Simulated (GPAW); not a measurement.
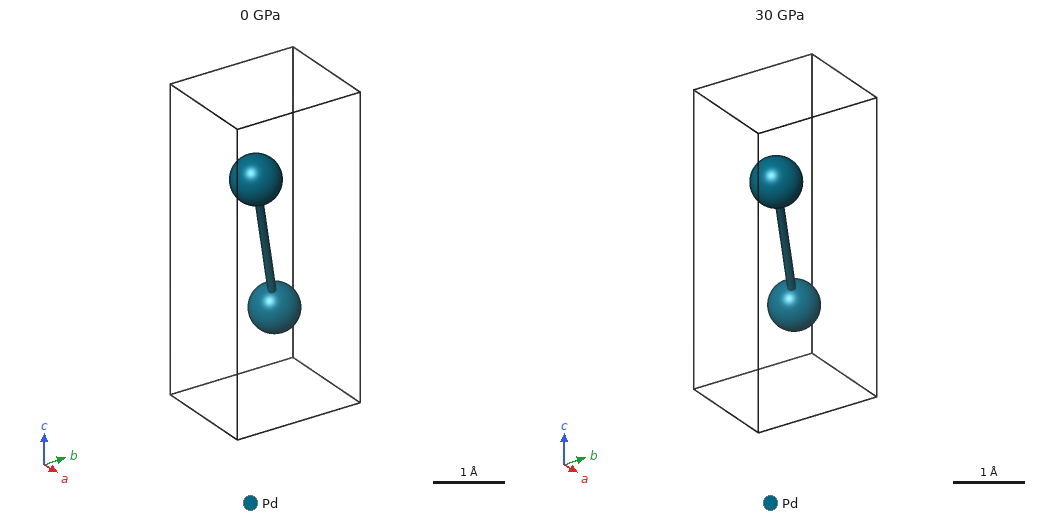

Pd, hexagonal close-packed (Mg type), space group P6₃/mmc (No. 194), relaxed (cell and atoms) under a series of hydrostatic pressures; the conventional cell is drawn at the lowest and the highest, to one scale (sticks follow a distance rule). The start was a structure listed in the Materials Project. This isn't the form of Pd at room conditions, which is fcc.

Alike in all runs: GPAW 26.7.0; functional PBEsol; potentials PAW data sets generated in the run's folder for this functional; cutoff 600 eV; k mesh 8 × 8 × 4 on the run's cell of 2 atoms; occupations fermi-dirac, width 0.05 eV; no spin polarisation; no spin-orbit coupling.

```tsv
pressure (GPa)	volume (Å³/atom)	a (Å)	c (Å)
-0.1	14.666	2.730	4.546
1.9	14.527	2.721	4.531
4.8	14.334	2.709	4.511
10.0	14.030	2.690	4.478
20.0	?	?	?
30.0	13.132	2.632	4.379
```

### What equation of state do the given rows imply, and what volume does it predict for the missing row?

The fit gives V0 = 14.66 Å³/atom, B0 = 201 GPa and B0′ = 5.5, which puts the volume at 20.0 GPa at 13.54 Å³/atom. The run gave volume 13.537 Å³/atom; a 2.658 Å; c 4.424 Å.

### Which axis yields most up to 30 GPa?

The axes shrink nearly alike: a −3.6 %, c −3.7 %, against −10.5 % in volume.

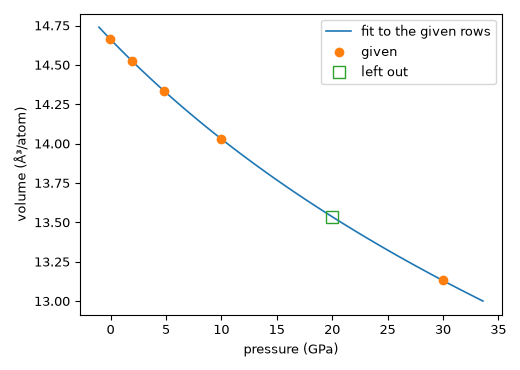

Volume against pressure, with the fit. The structure was kept in its own symmetry, so a change to another phase within this range wouldn't be seen.

Caveat: later steps reuse the first step's grids.
